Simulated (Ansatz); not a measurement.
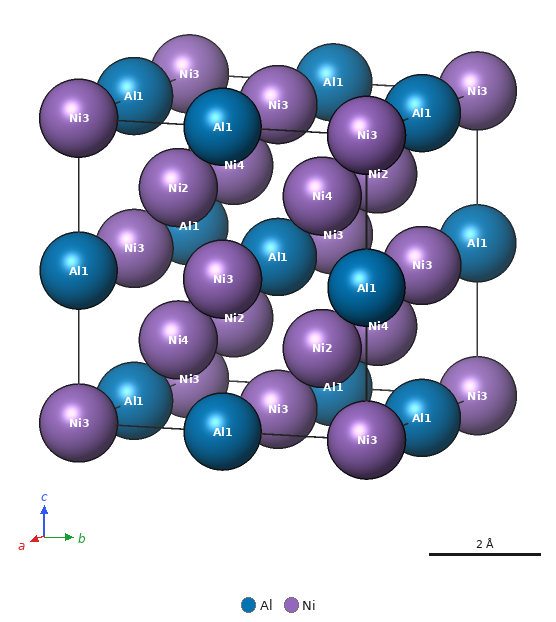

**Figure 1.** The structure as given in the input (spheres-only view of the cell 4 times as large as that of the calculation, set on its symmetry axes, seen slightly off an axis; atoms are numbered from 1 in the order of the input).

**What a change does: single-point calculation on AlNi3**

System: AlNi3 (Fm-3m, 4 atoms in the cell).
Method of run 1: DFT PBEsol, scalar-relativistic, plane waves, PAW, no spin polarisation (Ansatz 0.2.0).

The structure derives from a Materials Project entry. Text and figures count atoms from 1; the logs count them from 0 in places.

**Input, run 1**
```yaml
crystal:
  lattice:
    - [0.0, 2.8018887551, 2.8018887551]
    - [2.8018887551, 0.0, 2.8018887551]
    - [2.8018887551, 2.8018887551, 0.0]
  atoms:
    - { symbol: Al, position: [0.5, 0.5, 0.5] }
    - { symbol: Ni, position: [0.25, 0.25, 0.25] }
    - { symbol: Ni, position: [0.0, 0.0, 0.0] }
    - { symbol: Ni, position: [0.75, 0.75, 0.75] }
basis:
  ecutwfc: 500
  fft_grid_basis: typed
kpoints:
  mp_grid: { grid: [10, 10, 10] }
hamiltonian:
  xc: pbesol
scf:
  occupations: { method: gaussian, width: 0.05 }
output:
  forces: true
  stress: true
  eigenvalues: true
  bader: true
  write_density: true
  volumetric_format: npy
  elf: true
```

Launched with:
```bash
ansatz run input.yaml --threads 1 --pin off --max-ram 2560MiB --backend cpu --events-out ev --progress --plain --runs-dir out
```

Hardware: 1 thread of Arm Neoverse V1, 24 GiB of memory available, shared host.

**Output, shortened to warnings, some set-up lines, iterations and results (run 1)**
```
Basis set: ecut = 500 eV, 1139 PW (Γ), exchange–correlation on 60×60×60 points (8 copies of the dense FFT grid, shifted against one another)
Symmetry: 48 space group operations
k-points: 47 of 1000
Initial density: superposition of atomic densities (neutral atoms: chi_scale 0, normalization atom), corrected by the library's trained network
[...]
SCF iter   1: F=—  HF=-17941.039005 eV  |F-HF|=—  |Δ(HF+E_count)|=         —  Δρ=2.91e-2  dr2=2.44e-1  ethr=1.77e-3  ⟨swp⟩=5.9  Hψ=5922  notcnv=0
SCF iter   2: F=—  HF=-17941.011225 eV  |F-HF|=—  |Δ(HF+E_count)|=   2.78e-2  Δρ=8.15e-3  dr2=2.55e-2  ethr=4.29e-4  ⟨swp⟩=2.4  Hψ=2579  notcnv=0  defer=69
SCF iter   3: F=—  HF=-17941.008700 eV  |F-HF|=—  |Δ(HF+E_count)|=   2.53e-3  Δρ=2.17e-3  dr2=2.36e-3  ethr=4.48e-5  ⟨swp⟩=1.9  Hψ=1712  notcnv=0  defer=70
SCF iter   4: F=—  HF=-17941.008424 eV  |F-HF|=—  |Δ(HF+E_count)|=   2.76e-4  Δρ=4.43e-4  dr2=3.69e-5  ethr=4.15e-6  ⟨swp⟩=2.4  Hψ=2487  notcnv=0  defer=70
SCF iter   5: F=—  HF=-17941.008436 eV  |F-HF|=—  |Δ(HF+E_count)|=   1.19e-5  Δρ=1.82e-4  dr2=7.46e-6  ethr=6.47e-8  ⟨swp⟩=2.2  Hψ=2941  notcnv=0  defer=70
SCF iter   6: F=—  HF=-17941.008434 eV  |F-HF|=—  |Δ(HF+E_count)|=   1.38e-6  Δρ=7.05e-5  dr2=2.27e-6  ethr=1.31e-8  ⟨swp⟩=2.7  Hψ=2347  notcnv=0  defer=70
SCF iter   7: F=—  HF=-17941.008434 eV  |F-HF|=—  |Δ(HF+E_count)|=   1.55e-7  Δρ=1.70e-5  dr2=1.43e-7  ethr=3.98e-9  ⟨swp⟩=1.0  Hψ=1575  notcnv=0  defer=70
SCF iter   8: F=-17941.008434 eV  HF=-17941.008434 eV  |F-HF|=1.37e-9  |Δ(HF+E_count)|=   6.57e-9  Δρ=2.19e-6  dr2=1.46e-9  ethr=1.75e-10  ⟨swp⟩=8.4  Hψ=7308  notcnv=0
SCF 1 converged in 8 iterations: F = -17941.008434 eV  dr2 = 1.46e-9
SCF converged after 8 iterations
Free energy (F): -17941.008434 eV
Harris-Foulkes:  -17941.008434 eV  (|F-HF|=1.37e-9)
Internal energy: -17941.006000 eV  (E = F + TS)
E sigma→0 (E₀):  -17941.007217 eV
Entropy (-TS):   -0.002435 eV (-0.609 meV/atom)
Fermi energy:    16.289818 eV
--- Per-component energies (eV) ---
  E_band       = -905.368717
  E_kinetic    = 881.073549
  E_local      = -11858.702337  (includes V_loc(G=0)·N_el)
  E_nonlocal   = 1926.398473
  E_hartree    = 5046.829426
  E_xc         = -295.479468
  E_vxc        = -360.596046  (∫ρ·V_xc dr)
  E_paw        = -5246.602211  (= ΣΔE_a)
  E_vpaw       = -1587.202178  (= ΣTr[D̂ρ^β])
  E_aug_tail   = 0.000675  (compensation charges beyond the density's cutoff)
  E_ewald      = -8395.135113
  E_core_change = 0.611006  (= ΣΔE_core)
  E_smearing   = -0.002435  (= −TS)
  E_closure    = -0.000000  (closes the sum)
  Σ components = -17941.008434   (vs F -17941.008434, Δ=0.00e0)
--- Forces (eV/Å), atoms counted from 1 ---
  atom   1  Al    -0.00000000     0.00000000     0.00000000
  atom   2  Ni    -0.00000000    -0.00000000     0.00000000
  atom   3  Ni    -0.00000000    -0.00000000     0.00000000
  atom   4  Ni    -0.00000000    -0.00000000    -0.00000000
  max |Σ_I F_I| component: 8.33e-17 eV/Å
--- Stress (GPa, compression-positive) ---
       -0.775268       0.000000      -0.000000
        0.000000      -0.775268      -0.000000
        0.000000       0.000000      -0.775268
  P = ⅓ Tr σ = -0.7753 GPa (-7.753 kbar)
--- Bader charges: 4 sites ---
  site symbol  charge [e]  shift [e]
     0     Al      1.8418     0.0014
     1     Ni     -0.8099     0.0001
     2     Ni     -0.2221     0.0016
     3     Ni     -0.8099     0.0001
  estimated error of the sums over rays = 3.3e-4 e
```

The input of run 2 differs as follows (lines with − go, lines with + come):
```diff
-    - { symbol: Al, position: [0.5, 0.5, 0.5] }
+    - { symbol: Al, position: [0.526767658, 0.473232342, 0.526767658] }
-  elf: true
```

How does run 2 compare with run 1?

With the same functional and potentials, run 2 lies 25.6 meV per atom higher. The pressure goes from −0.78 to 0.31 GPa. The largest force goes from 0.000 to 1.369 eV/Å. The number of SCF iterations is the same. The irreducible k-points go from 47 to 102. On the same kind of shared host run 2 took about 1.5 times as long.

**Output, shortened to warnings, some set-up lines, iterations and results (run 2)**
```
Basis set: ecut = 500 eV, 1139 PW (Γ), exchange–correlation on 60×60×60 points (8 copies of the dense FFT grid, shifted against one another)
Symmetry: 8 space group operations
k-points: 102 of 1000 (time reversal used)
Initial density: superposition of atomic densities (neutral atoms: chi_scale 0, normalization atom), corrected by the library's trained network
[...]
SCF iter   1: F=—  HF=-17940.935545 eV  |F-HF|=—  |Δ(HF+E_count)|=         —  Δρ=2.80e-2  dr2=2.23e-1  ethr=1.77e-3  ⟨swp⟩=6.0  Hψ=12942  notcnv=0
SCF iter   2: F=—  HF=-17940.908387 eV  |F-HF|=—  |Δ(HF+E_count)|=   2.72e-2  Δρ=7.66e-3  dr2=2.20e-2  ethr=3.91e-4  ⟨swp⟩=2.8  Hψ=6653  notcnv=0  defer=152
SCF iter   3: F=—  HF=-17940.906256 eV  |F-HF|=—  |Δ(HF+E_count)|=   2.13e-3  Δρ=2.08e-3  dr2=2.12e-3  ethr=3.86e-5  ⟨swp⟩=1.5  Hψ=3589  notcnv=0  defer=152
SCF iter   4: F=—  HF=-17940.906008 eV  |F-HF|=—  |Δ(HF+E_count)|=   2.48e-4  Δρ=4.24e-4  dr2=3.26e-5  ethr=3.71e-6  ⟨swp⟩=2.3  Hψ=4955  notcnv=0  defer=152
SCF iter   5: F=—  HF=-17940.906037 eV  |F-HF|=—  |Δ(HF+E_count)|=   2.90e-5  Δρ=1.70e-4  dr2=6.29e-6  ethr=5.72e-8  ⟨swp⟩=2.0  Hψ=6360  notcnv=0  defer=152
SCF iter   6: F=—  HF=-17940.906036 eV  |F-HF|=—  |Δ(HF+E_count)|=   1.30e-6  Δρ=6.65e-5  dr2=2.00e-6  ethr=1.10e-8  ⟨swp⟩=2.4  Hψ=5074  notcnv=0  defer=152
SCF iter   7: F=—  HF=-17940.906036 eV  |F-HF|=—  |Δ(HF+E_count)|=   1.62e-7  Δρ=1.43e-5  dr2=1.00e-7  ethr=3.51e-9  ⟨swp⟩=1.0  Hψ=3420  notcnv=0  defer=152
SCF iter   8: F=-17940.906036 eV  HF=-17940.906036 eV  |F-HF|=2.58e-9  |Δ(HF+E_count)|=   8.60e-9  Δρ=2.94e-6  dr2=3.24e-9  ethr=1.75e-10  ⟨swp⟩=8.0  Hψ=15089  notcnv=0
SCF 1 converged in 8 iterations: F = -17940.906036 eV  dr2 = 3.24e-9
SCF converged after 8 iterations
Free energy (F): -17940.906036 eV
Harris-Foulkes:  -17940.906036 eV  (|F-HF|=2.58e-9)
Internal energy: -17940.903648 eV  (E = F + TS)
E sigma→0 (E₀):  -17940.904842 eV
Entropy (-TS):   -0.002388 eV (-0.597 meV/atom)
Fermi energy:    16.285046 eV
--- Per-component energies (eV) ---
  E_band       = -905.925072
  E_kinetic    = 881.425423
  E_local      = -11863.381375  (includes V_loc(G=0)·N_el)
  E_nonlocal   = 1926.626106
  E_hartree    = 5048.775428
  E_xc         = -295.556990
  E_vxc        = -360.690773  (∫ρ·V_xc dr)
  E_paw        = -5246.761067  (= ΣΔE_a)
  E_vpaw       = -1587.457165  (= ΣTr[D̂ρ^β])
  E_aug_tail   = 0.000679  (compensation charges beyond the density's cutoff)
  E_ewald      = -8392.642857
  E_core_change = 0.611006  (= ΣΔE_core)
  E_smearing   = -0.002388  (= −TS)
  E_closure    = 0.000000  (closes the sum)
  Σ components = -17940.906036   (vs F -17940.906036, Δ=0.00e0)
--- Forces (eV/Å), atoms counted from 1 ---
  atom   1  Al     0.00000000    -1.36864363     0.00000000
  atom   2  Ni     0.00000000     0.56382064     0.00000000
  atom   3  Ni     0.00000000     0.24099289     0.00000000
  atom   4  Ni    -0.00000000     0.56382064    -0.00000000
  max |Σ_I F_I| component: 9.45e-6 eV/Å
--- Stress (GPa, compression-positive) ---
        0.569344       0.000000       0.000000
        0.000000      -0.211317       0.000000
        0.000000       0.000000       0.569344
  P = ⅓ Tr σ = 0.3091 GPa (3.091 kbar)
--- Bader charges: 4 sites ---
  site symbol  charge [e]  shift [e]
     0     Al      1.8453     0.0018
     1     Ni     -0.8086     0.0000
     2     Ni     -0.2281     0.0018
     3     Ni     -0.8086     0.0000
  estimated error of the sums over rays = 6.3e-4 e
```

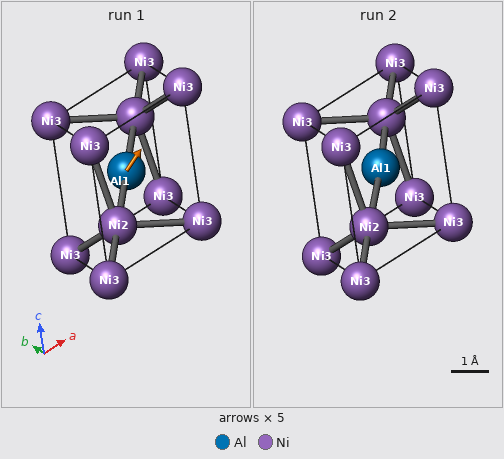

**Figure 2.** The two input geometries at one scale (ball-and-stick view of the cell of the calculation, seen slightly off an axis). The orange arrows on the first give the shifts of the atoms relative to the cell, magnified 5 times. The atom that moves furthest is the Al atom (0.15 Å). Ni stays in place. The cell doesn't change. Among the contacts that change: Al–Ni 2.427 → 2.516 Å, Al–Ni 2.427 → 2.343 Å.

**The two runs side by side**

```tsv
quantity	run 1	run 2
outcome	converged	converged
free energy per atom (eV)	−4485.2521	−4485.2265
energy per atom, smearing taken to zero (eV)	−4485.2518	−4485.2262
gap on the mesh (eV)	0.00	0.00
pressure (GPa)	−0.78	0.31
largest force (eV/Å)	0.000	1.369
SCF iterations	8	8
irreducible k-points	47	102
plane waves at Γ	1139	1139
wall time (shared host)	37 s	54 s
```

For both runs: The run has no spin polarisation, so a magnetic state may lie lower.
